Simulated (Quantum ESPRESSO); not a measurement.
**Band-structure run, with input and output: Br (part 2 of 3)**

Br (4 atoms in the cell); Kohn-Sham DFT of a periodic cell, r2SCAN, SG15 PBE 1.2, no spin polarisation (Quantum ESPRESSO 7.5); cutoff 625.86 eV, 7×7×3 k-mesh, fermi-dirac of 0.05 eV. The structure derives from an entry of the Crystallography Open Database.

Geometry of the input (Å; fractional positions):
```
3.3632  -2.3226  0.0000
3.3632  2.3226  0.0000
0.0000  0.0000  8.7023
Br 0.3651  0.6349  0.3901
Br 0.1349  0.8651  0.8901
Br 0.6349  0.3651  0.6099
Br 0.8651  0.1349  0.1099
```

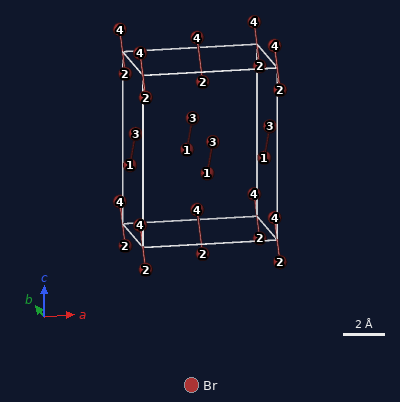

Fig. 1: The structure as given in the input (ball-and-stick view of the cell 2 times as large as that of the calculation, set on its symmetry axes, seen slightly off an axis; atoms are numbered from 1 in the order of the input). An atom can appear more than once, as a periodic image.

The program's output, continued
```
   -15.3587 -15.2119 -12.3022 -11.9943  -3.6774  -3.2260  -1.2438  -1.0353
    -0.6810  -0.6745   0.3846   0.7133   1.0492   1.0713   3.4965   3.8550
     8.3644   8.7431   9.8970  10.3770  10.9119

          k = 0.1798 0.2604 0.0000 (  4849 PWs)   bands (ev):

   -15.3162 -15.1064 -12.3719 -11.9488  -3.8689  -3.2172  -1.6883  -1.5388
    -0.8644  -0.8288   0.5726   0.7167   0.9010   1.0313   3.5630   4.0076
     8.9436   9.1189  10.1134  10.1294  10.9434

          k = 0.1798 0.2604 0.1622 (  4824 PWs)   bands (ev):

   -15.2679 -15.1634 -12.2637 -12.0527  -3.6979  -3.3474  -1.8362  -1.5530
    -0.8498  -0.8093   0.5393   0.8057   0.9656   1.0493   3.6436   3.9004
     8.9913   9.1574  10.0959  10.3194  10.9963

          k = 0.1798 0.2604-0.1622 (  4824 PWs)   bands (ev):

   -15.2679 -15.1634 -12.2637 -12.0527  -3.6979  -3.3474  -1.8362  -1.5530
    -0.8498  -0.8093   0.5393   0.8057   0.9656   1.0493   3.6436   3.9004
     8.9913   9.1574  10.0960  10.3196  10.9967

          k = 0.2697 0.3906 0.0000 (  4822 PWs)   bands (ev):

   -15.1954 -15.1190 -12.2428 -12.0935  -3.7999  -3.5693  -1.8399  -1.7678
    -0.9093  -0.8918   0.4219   0.4309   0.9172   0.9778   3.8804   4.0147
     8.8853   8.8958  10.7475  11.1936  11.4035

          k = 0.2697 0.3906 0.1622 (  4828 PWs)   bands (ev):

   -15.1767 -15.1385 -12.2061 -12.1314  -3.6470  -3.4999  -2.1501  -2.0062
    -0.9448  -0.9216   0.5831   0.6571   1.0440   1.1500   3.7274   3.8484
     9.0910   9.1078  10.4339  10.6129  11.4797

          k = 0.2697 0.3906-0.1622 (  4828 PWs)   bands (ev):

   -15.1767 -15.1385 -12.2061 -12.1314  -3.6470  -3.4999  -2.1502  -2.0062
    -0.9448  -0.9216   0.5831   0.6571   1.0440   1.1500   3.7274   3.8484
     9.0910   9.1078  10.4339  10.6129  11.4802

          k = 0.0899-0.1302 0.0000 (  4853 PWs)   bands (ev):

   -15.4244 -15.1285 -12.4622 -11.8434  -3.8714  -2.9396  -1.3016  -1.2122
    -0.7077  -0.6802   0.4443   0.9122   1.0297   1.0755   3.3376   4.0425
     8.1623   8.6670   9.4863  10.5745  10.7059

          k = 0.0899-0.1302 0.1622 (  4843 PWs)   bands (ev):

   -15.3587 -15.2119 -12.3022 -11.9943  -3.6774  -3.2260  -1.2438  -1.0353
    -0.6810  -0.6745   0.3846   0.7133   1.0492   1.0713   3.4965   3.8550
     8.3644   8.7431   9.8970  10.3770  10.9134

          k = 0.0899-0.1302-0.1622 (  4843 PWs)   bands (ev):

   -15.3587 -15.2119 -12.3022 -11.9943  -3.6774  -3.2260  -1.2438  -1.0353
    -0.6809  -0.6745   0.3846   0.7133   1.0492   1.0713   3.4965   3.8550
     8.3644   8.7431   9.8970  10.3770  10.9110

          k = 0.1798-0.0000 0.0000 (  4846 PWs)   bands (ev):

   -15.4248 -15.1127 -12.4614 -11.8067  -3.8392  -2.8961  -1.1455  -1.1212
    -1.0255  -0.8955   0.3116   0.8312   0.9270   1.1098   3.3747   4.0259
     8.4223   8.7871   9.2403  10.6269  11.2940

          k = 0.1798-0.0000 0.1622 (  4846 PWs)   bands (ev):

   -15.3559 -15.2013 -12.2918 -11.9661  -3.6487  -3.1985  -1.0464  -1.0001
    -0.9383  -0.8317   0.2339   0.5479   1.0119   1.1007   3.4551   3.7766
     8.7423   8.9753   9.7625  10.4272  11.1544

          k = 0.1798-0.0000-0.1622 (  4846 PWs)   bands (ev):

   -15.3559 -15.2013 -12.2918 -11.9661  -3.6487  -3.1985  -1.0464  -1.0001
    -0.9383  -0.8317   0.2339   0.5479   1.0119   1.1007   3.4551   3.7766
     8.7422   8.9753   9.7625  10.4272  11.1540

          k = 0.2697 0.1302 0.0000 (  4832 PWs)   bands (ev):

   -15.3524 -15.0815 -12.4043 -11.8501  -3.8198  -3.0299  -1.5842  -1.5456
    -1.1333  -0.9337   0.4003   0.6625   0.9041   1.0653   3.4151   3.9387
     9.2334   9.3286   9.6453  10.2124  10.6736

          k = 0.2697 0.1302 0.1622 (  4844 PWs)   bands (ev):

   -15.2916 -15.1571 -12.2611 -11.9851  -3.6564  -3.2695  -1.5830  -1.4785
    -0.9603  -0.9411   0.2756   0.6302   0.8717   1.0450   3.5311   3.7998
     9.3411   9.5325  10.0395  10.2077  10.9364

          k = 0.2697 0.1302-0.1622 (  4844 PWs)   bands (ev):

   -15.2916 -15.1571 -12.2611 -11.9851  -3.6564  -3.2695  -1.5830  -1.4785
    -0.9603  -0.9411   0.2756   0.6302   0.8717   1.0450   3.5311   3.7998
     9.3411   9.5325  10.0395  10.2077  10.9368

          k = 0.3596 0.2604 0.0000 (  4828 PWs)   bands (ev):

   -15.2455 -15.0713 -12.3100 -11.9685  -3.8036  -3.3355  -1.8555  -1.8465
    -1.2018  -0.9772   0.4074   0.4314   0.9229   1.0397   3.6093   3.9131
     9.2416   9.5854  10.1461  10.9336  11.3436

          k = 0.3596 0.2604 0.1622 (  4833 PWs)   bands (ev):

   -15.2048 -15.1180 -12.2230 -12.0526  -3.6615  -3.3930  -2.0509  -1.8649
    -1.1439  -1.0574   0.3832   0.7239   0.8474   1.0727   3.6380   3.8275
     9.4008   9.7116  10.4247  10.6086  10.7636

          k = 0.3596 0.2604-0.1622 (  4833 PWs)   bands (ev):

   -15.2048 -15.1180 -12.2230 -12.0526  -3.6615  -3.3930  -2.0509  -1.8649
    -1.1439  -1.0574   0.3832   0.7239   0.8474   1.0727   3.6380   3.8275
     9.4009   9.7116  10.4247  10.6085  10.7630

          k =-0.1798-0.5208 0.0000 (  4817 PWs)   bands (ev):

   -15.1570 -15.1195 -12.1940 -12.1263  -3.6993  -3.6575  -1.8675  -1.7689
    -1.2278  -1.0091   0.3455   0.3897   0.8253   1.0741   3.9029   3.9555
     9.1833   9.5391  10.6419  11.8428  11.8838

          k =-0.1798-0.5208 0.1622 (  4823 PWs)   bands (ev):

   -15.1476 -15.1289 -12.1780 -12.1441  -3.5883  -3.5414  -2.0998  -2.0330
    -1.2794  -1.1417   0.5249   0.7424   0.9945   1.1248   3.7343   3.8072
     9.3456   9.6689  10.6294  11.2869  11.4735

          k =-0.1798-0.5208-0.1622 (  4823 PWs)   bands (ev):

   -15.1476 -15.1289 -12.1780 -12.1441  -3.5883  -3.5414  -2.0998  -2.0329
    -1.2794  -1.1417   0.5249   0.7424   0.9945   1.1248   3.7343   3.8072
     9.3456   9.6689  10.6294  11.2865  11.4731

          k =-0.0899-0.3906 0.0000 (  4827 PWs)   bands (ev):

   -15.2266 -15.1194 -12.2801 -12.0653  -3.8384  -3.4563  -1.6536  -1.5357
    -1.2280  -0.9720   0.5379   0.5549   0.7539   1.1077   3.8287   4.0537
     9.4700   9.4811  10.4650  10.8815  11.5214

          k =-0.0899-0.3906 0.1622 (  4831 PWs)   bands (ev):

   -15.2008 -15.1472 -12.2266 -12.1193  -3.6694  -3.4450  -1.9411  -1.7494
    -1.2212  -1.0676   0.7104   0.8061   1.0216   1.1063   3.7169   3.8820
     9.4786   9.5527  10.5229  10.9483  11.2663

          k =-0.0899-0.3906-0.1622 (  4831 PWs)   bands (ev):

   -15.2008 -15.1472 -12.2266 -12.1193  -3.6694  -3.4450  -1.9411  -1.7494
    -1.2212  -1.0676   0.7104   0.8061   1.0216   1.1063   3.7169   3.8820
     9.4786   9.5527  10.5229  10.9483  11.2660

          k =-0.0000-0.2604 0.0000 (  4831 PWs)   bands (ev):

   -15.3472 -15.1221 -12.3988 -11.9396  -3.8868  -3.1550  -1.4653  -1.3621
    -0.9709  -0.7887   0.6584   0.8396   0.8551   1.1266   3.4979   4.0488
     8.6982   9.2818  10.1355  10.4561  11.0109

          k =-0.0000-0.2604 0.1622 (  4834 PWs)   bands (ev):

   -15.2957 -15.1837 -12.2812 -12.0522  -3.7041  -3.3210  -1.6199  -1.3048
    -0.9294  -0.8387   0.6326   0.9143   0.9940   1.0572   3.6252   3.9290
     8.7258   9.0805  10.4186  10.7396  10.9745

          k =-0.0000-0.2604-0.1622 (  4834 PWs)   bands (ev):

   -15.2957 -15.1837 -12.2812 -12.0522  -3.7041  -3.3210  -1.6199  -1.3048
    -0.9294  -0.8387   0.6326   0.9143   0.9940   1.0572   3.6252   3.9290
     8.7258   9.0805  10.4188  10.7397  10.9760

          k = 0.1798-0.2604 0.0000 (  4849 PWs)   bands (ev):

   -15.3162 -15.1064 -12.3719 -11.9488  -3.8689  -3.2172  -1.6883  -1.5388
    -0.8644  -0.8288   0.5726   0.7167   0.9010   1.0313   3.5630   4.0076
     8.9436   9.1189  10.1135  10.1294  10.9434

          k = 0.1798-0.2604 0.1622 (  4824 PWs)   bands (ev):

   -15.2679 -15.1634 -12.2637 -12.0527  -3.6979  -3.3474  -1.8362  -1.5530
    -0.8498  -0.8093   0.5393   0.8057   0.9656   1.0493   3.6436   3.9004
     8.9913   9.1574  10.0959  10.3194  10.9963

          k = 0.1798-0.2604-0.1622 (  4824 PWs)   bands (ev):

   -15.2679 -15.1634 -12.2637 -12.0527  -3.6979  -3.3474  -1.8362  -1.5530
    -0.8498  -0.8093   0.5393   0.8057   0.9656   1.0493   3.6436   3.9004
     8.9913   9.1574  10.0959  10.3194  10.9967

          k = 0.2697-0.1302 0.0000 (  4832 PWs)   bands (ev):

   -15.3524 -15.0815 -12.4043 -11.8501  -3.8198  -3.0299  -1.5842  -1.5456
    -1.1333  -0.9337   0.4003   0.6625   0.9041   1.0653   3.4151   3.9387
     9.2334   9.3286   9.6453  10.2123  10.6732

          k = 0.2697-0.1302 0.1622 (  4844 PWs)   bands (ev):

   -15.2916 -15.1571 -12.2611 -11.9851  -3.6564  -3.2695  -1.5830  -1.4785
    -0.9603  -0.9411   0.2756   0.6302   0.8717   1.0450   3.5311   3.7998
     9.3411   9.5325  10.0395  10.2078  10.9369

          k = 0.2697-0.1302-0.1622 (  4844 PWs)   bands (ev):

   -15.2916 -15.1571 -12.2611 -11.9851  -3.6564  -3.2695  -1.5830  -1.4785
    -0.9603  -0.9411   0.2756   0.6302   0.8717   1.0450   3.5311   3.7998
     9.3411   9.5325  10.0395  10.2077  10.9363

          k = 0.3596-0.0000 0.0000 (  4820 PWs)   bands (ev):

   -15.3268 -15.0454 -12.3843 -11.8104  -3.7602  -3.0023  -1.8651  -1.4391
    -1.3407  -1.2440   0.2145   0.3976   0.8051   1.1311   3.4065   3.8839
     9.3486   9.5347   9.6726  10.5611  10.9373

          k = 0.3596-0.0000 0.1622 (  4836 PWs)   bands (ev):

   -15.2639 -15.1243 -12.2355 -11.9498  -3.6132  -3.2509  -1.7826  -1.5882
    -1.1711  -1.0327   0.0884   0.4728   0.7092   1.0378   3.4507   3.6910
     9.7065   9.9289  10.3108  10.6941  10.7635

          k = 0.3596-0.0000-0.1622 (  4836 PWs)   bands (ev):

   -15.2639 -15.1243 -12.2355 -11.9498  -3.6132  -3.2509  -1.7826  -1.5882
    -1.1711  -1.0327   0.0884   0.4728   0.7092   1.0378   3.4507   3.6910
     9.7065   9.9289  10.3108  10.6941  10.7635

          k = 0.4495 0.1302 0.0000 (  4835 PWs)   bands (ev):

   -15.2599 -15.0221 -12.3304 -11.8583  -3.7323  -3.1349  -2.1652  -1.7699
    -1.3384  -1.3096   0.1491   0.2476   0.8658   1.1304   3.4165   3.8095
     9.3189  10.0287  10.0288  10.1743  11.0356

          k = 0.4495 0.1302 0.1622 (  4832 PWs)   bands (ev):

   -15.2058 -15.0876 -12.2085 -11.9732  -3.6095  -3.3110  -2.0721  -1.8799
    -1.3415  -1.1784   0.1528   0.5539   0.5968   0.9752   3.4917   3.7005
     9.7810   9.8731  10.2643  10.8169  10.8691

          k = 0.4495 0.1302-0.1622 (  4832 PWs)   bands (ev):

   -15.2058 -15.0876 -12.2085 -11.9732  -3.6095  -3.3110  -2.0721  -1.8799
    -1.3415  -1.1784   0.1528   0.5539   0.5968   0.9752   3.4917   3.7005
     9.7810   9.8731  10.2643  10.8163  10.8690

          k =-0.0899-0.6510 0.0000 (  4830 PWs)   bands (ev):

   -15.1880 -15.0435 -12.2586 -11.9833  -3.7100  -3.4054  -2.1660  -1.7628
    -1.4080  -1.3978   0.1023   0.3440   0.8671   1.1414   3.5966   3.8334
     9.7916  10.0088  10.6336  10.8081  11.4152

          k =-0.0899-0.6510 0.1622 (  4832 PWs)   bands (ev):

   -15.1538 -15.0817 -12.1887 -12.0512  -3.6036  -3.4177  -2.0841  -1.9440
    -1.5953  -1.4620   0.3583   0.5819   0.8458   0.9871   3.6140   3.7657
    10.1036  10.1879  10.3184  10.8424  11.2065

          k =-0.0899-0.6510-0.1622 (  4832 PWs)   bands (ev):

   -15.1538 -15.0817 -12.1887 -12.0512  -3.6036  -3.4177  -2.0841  -1.9440
    -1.5953  -1.4620   0.3583   0.5819   0.8458   0.9871   3.6140   3.7657
    10.1036  10.1879  10.3184  10.8425  11.2065

          k =-0.0000-0.5208 0.0000 (  4812 PWs)   bands (ev):

   -15.1401 -15.1202 -12.1713 -12.1401  -3.6788  -3.6298  -1.8508  -1.5563
    -1.4739  -1.3212   0.2994   0.4027   0.7539   1.1438   3.9038   3.9238
     9.9970  10.2458  11.0810  11.2335  11.3640

          k =-0.0000-0.5208 0.1622 (  4813 PWs)   bands (ev):

   -15.1350 -15.1250 -12.1645 -12.1488  -3.5707  -3.5291  -1.8766  -1.7926
    -1.7469  -1.4914   0.5449   0.8428   0.9576   1.0407   3.7373   3.7902
    10.2744  10.4410  10.8335  11.0496  11.3012

          k =-0.0000-0.5208-0.1622 (  4813 PWs)   bands (ev):

   -15.1350 -15.1250 -12.1645 -12.1488  -3.5707  -3.5291  -1.8766  -1.7926
    -1.7469  -1.4914   0.5449   0.8428   0.9576   1.0406   3.7373   3.7902
    10.2744  10.4411  10.8335  11.0497  11.3015

          k = 0.0899-0.3906 0.0000 (  4827 PWs)   bands (ev):

   -15.2266 -15.1194 -12.2801 -12.0653  -3.8384  -3.4563  -1.6536  -1.5357
    -1.2280  -0.9720   0.5379   0.5549   0.7539   1.1077   3.8287   4.0537
     9.4700   9.4811  10.4650  10.8815  11.5215

          k = 0.0899-0.3906 0.1622 (  4831 PWs)   bands (ev):

   -15.2008 -15.1472 -12.2266 -12.1193  -3.6694  -3.4450  -1.9411  -1.7494
    -1.2212  -1.0676   0.7104   0.8061   1.0216   1.1063   3.7169   3.8820
     9.4786   9.5527  10.5229  10.9483  11.2671

          k = 0.0899-0.3906-0.1622 (  4831 PWs)   bands (ev):

   -15.2008 -15.1472 -12.2266 -12.1193  -3.6694  -3.4450  -1.9411  -1.7494
    -1.2212  -1.0676   0.7104   0.8061   1.0216   1.1063   3.7169   3.8820
     9.4786   9.5527  10.5229  10.9483  11.2668

          k = 0.2697-0.3906 0.0000 (  4822 PWs)   bands (ev):

   -15.1954 -15.1190 -12.2428 -12.0935  -3.7999  -3.5693  -1.8399  -1.7678
    -0.9093  -0.8918   0.4219   0.4309   0.9172   0.9778   3.8804   4.0147
     8.8853   8.8958  10.7475  11.1936  11.4035

          k = 0.2697-0.3906 0.1622 (  4828 PWs)   bands (ev):

   -15.1767 -15.1385 -12.2061 -12.1314  -3.6470  -3.4999  -2.1502  -2.0062
    -0.9448  -0.9216   0.5831   0.6571   1.0440   1.1500   3.7274   3.8484
     9.0910   9.1078  10.4339  10.6129  11.4797

          k = 0.2697-0.3906-0.1622 (  4828 PWs)   bands (ev):

   -15.1767 -15.1385 -12.2061 -12.1314  -3.6470  -3.4999  -2.1501  -2.0062
    -0.9448  -0.9216   0.5831   0.6571   1.0440   1.1500   3.7274   3.8484
     9.0910   9.1078  10.4339  10.6130  11.4796

          k = 0.3596-0.2604 0.0000 (  4828 PWs)   bands (ev):

   -15.2455 -15.0713 -12.3100 -11.9685  -3.8036  -3.3355  -1.8555  -1.8465
    -1.2018  -0.9772   0.4074   0.4314   0.9229   1.0397   3.6093   3.9131
     9.2416   9.5854  10.1461  10.9336  11.3443

          k = 0.3596-0.2604 0.1622 (  4833 PWs)   bands (ev):

   -15.2048 -15.1180 -12.2230 -12.0526  -3.6615  -3.3930  -2.0509  -1.8649
    -1.1439  -1.0574   0.3832   0.7239   0.8474   1.0727   3.6380   3.8275
     9.4008   9.7116  10.4247  10.6085  10.7630

          k = 0.3596-0.2604-0.1622 (  4833 PWs)   bands (ev):

   -15.2048 -15.1180 -12.2230 -12.0526  -3.6615  -3.3930  -2.0509  -1.8649
    -1.1439  -1.0574   0.3832   0.7239   0.8474   1.0727   3.6380   3.8275
     9.4009   9.7116  10.4248  10.6085  10.7631

          k = 0.4495-0.1302 0.0000 (  4835 PWs)   bands (ev):

   -15.2599 -15.0221 -12.3304 -11.8583  -3.7323  -3.1349  -2.1652  -1.7699
    -1.3384  -1.3096   0.1491   0.2476   0.8658   1.1304   3.4165   3.8095
     9.3189  10.0287  10.0288  10.1743  11.0359

          k = 0.4495-0.1302 0.1622 (  4832 PWs)   bands (ev):

   -15.2058 -15.0876 -12.2085 -11.9732  -3.6095  -3.3110  -2.0721  -1.8799
    -1.3415  -1.1784   0.1528   0.5539   0.5968   0.9752   3.4917   3.7005
     9.7810   9.8731  10.2643  10.8163  10.8691

          k = 0.4495-0.1302-0.1622 (  4832 PWs)   bands (ev):

   -15.2058 -15.0876 -12.2085 -11.9732  -3.6095  -3.3110  -2.0721  -1.8799
    -1.3415  -1.1784   0.1528   0.5539   0.5968   0.9752   3.4917   3.7005
     9.7810   9.8731  10.2643  10.8164  10.8691

          k = 0.5395-0.0000 0.0000 (  4838 PWs)   bands (ev):

   -15.2454 -14.9903 -12.3210 -11.8136  -3.6745  -3.0851  -2.4630  -1.7738
    -1.4801  -1.2522  -0.0977   0.0473   0.7895   1.1546   3.3847   3.7737
     9.0619   9.3367   9.5163  10.1896  11.7348

          k = 0.5395-0.0000 0.1622 (  4838 PWs)   bands (ev):

   -15.1879 -15.0610 -12.1895 -11.9366  -3.5664  -3.2835  -2.3366  -2.0124
    -1.3060  -1.1333   0.0453   0.3231   0.4912   0.8948   3.3957   3.5926
     9.4662   9.7245  10.2140  10.5344  11.1725

          k = 0.5395-0.0000-0.1622 (  4838 PWs)   bands (ev):

   -15.1879 -15.0610 -12.1895 -11.9366  -3.5664  -3.2835  -2.3366  -2.0124
    -1.3060  -1.1333   0.0453   0.3231   0.4912   0.8948   3.3957   3.5926
     9.4662   9.7245  10.2140  10.5344  11.1726

          k =-0.0000-0.7812 0.0000 (  4818 PWs)   bands (ev):

   -15.2177 -14.9954 -12.2968 -11.8618  -3.6745  -3.1785  -2.4655  -1.7557
    -1.5969  -1.3128  -0.1198   0.1669   0.8576   1.1584   3.3975   3.7519
     9.1092   9.8139   9.8337  10.1476  11.7274

          k =-0.0000-0.7812 0.1622 (  4843 PWs)   bands (ev):

   -15.1668 -15.0562 -12.1846 -11.9677  -3.5750  -3.3249  -2.3350  -1.9998
    -1.5184  -1.2513   0.2357   0.2551   0.6435   0.8734   3.4588   3.6528
     9.6047   9.6947  10.4682  10.5688  11.1996

          k =-0.0000-0.7812-0.1622 (  4843 PWs)   bands (ev):

   -15.1668 -15.0562 -12.1846 -11.9677  -3.5750  -3.3249  -2.3350  -1.9998
    -1.5184  -1.2513   0.2357   0.2551   0.6435   0.8734   3.4588   3.6528
     9.6047   9.6947  10.4682  10.5688  11.2000

          k = 0.0899-0.6510 0.0000 (  4830 PWs)   bands (ev):

   -15.1880 -15.0435 -12.2586 -11.9833  -3.7100  -3.4054  -2.1660  -1.7628
    -1.4080  -1.3978   0.1023   0.3440   0.8671   1.1414   3.5966   3.8334
     9.7916  10.0088  10.6336  10.8081  11.4152

          k = 0.0899-0.6510 0.1622 (  4832 PWs)   bands (ev):

   -15.1538 -15.0817 -12.1887 -12.0512  -3.6036  -3.4177  -2.0841  -1.9440
    -1.5953  -1.4620   0.3583   0.5819   0.8458   0.9871   3.6140   3.7657
    10.1036  10.1879  10.3184  10.8424  11.2065

          k = 0.0899-0.6510-0.1622 (  4832 PWs)   bands (ev):

   -15.1538 -15.0817 -12.1887 -12.0512  -3.6036  -3.4177  -2.0841  -1.9440
    -1.5953  -1.4620   0.3583   0.5819   0.8458   0.9871   3.6140   3.7657
    10.1036  10.1879  10.3184  10.8425  11.2066

          k = 0.1798-0.5208 0.0000 (  4817 PWs)   bands (ev):

   -15.1570 -15.1195 -12.1940 -12.1263  -3.6993  -3.6575  -1.8675  -1.7689
    -1.2278  -1.0091   0.3455   0.3897   0.8253   1.0741   3.9029   3.9555
     9.1833   9.5391  10.6419  11.8436  11.8861

          k = 0.1798-0.5208 0.1622 (  4823 PWs)   bands (ev):

   -15.1476 -15.1289 -12.1780 -12.1441  -3.5883  -3.5414  -2.0998  -2.0330
    -1.2794  -1.1417   0.5249   0.7424   0.9945   1.1248   3.7343   3.8072
     9.3456   9.6689  10.6294  11.2865  11.4731

          k = 0.1798-0.5208-0.1622 (  4823 PWs)   bands (ev):

   -15.1476 -15.1289 -12.1780 -12.1441  -3.5883  -3.5414  -2.0998  -2.0329
    -1.2794  -1.1417   0.5249   0.7424   0.9945   1.1248   3.7343   3.8072
     9.3456   9.6689  10.6294  11.2865  11.4739

     the Fermi energy is     2.2797 ev

!    total energy              =    -107.96572866 Ry
     estimated scf accuracy    <          4.6E-10 Ry
     smearing contrib. (-TS)   =      -0.00000000 Ry
     internal energy E=F+TS    =    -107.96572866 Ry

     The total energy is F=E-TS. E is the sum of the following terms:
     one-electron contribution =     -17.35449890 Ry
     hartree contribution      =      17.88968306 Ry
     xc contribution           =     -20.70285867 Ry
     ewald contribution        =     -87.79805415 Ry

     convergence has been achieved in  14 iterations

     Forces acting on atoms (cartesian axes, Ry/au):

     atom    1 type  1   force =    -0.00000000    0.01579985   -0.02750374
     atom    2 type  1   force =    -0.00000055   -0.01579946   -0.02750716
     atom    3 type  1   force =     0.00000032   -0.01579948    0.02750872
     atom    4 type  1   force =     0.00000023    0.01579909    0.02750218

     Total force =     0.063440     Total SCF correction =     0.000028

     Computing stress (Cartesian axis) and pressure

          total   stress  (Ry/bohr**3)                   (kbar)     P=       10.26
   0.00001416   0.00000000   0.00000000            2.08        0.00        0.00
   0.00000000   0.00003919  -0.00000000            0.00        5.76       -0.00
   0.00000000  -0.00000000   0.00015596            0.00       -0.00       22.94

=------------------------------------------------------------------------------=
   JOB DONE.
=------------------------------------------------------------------------------=
```
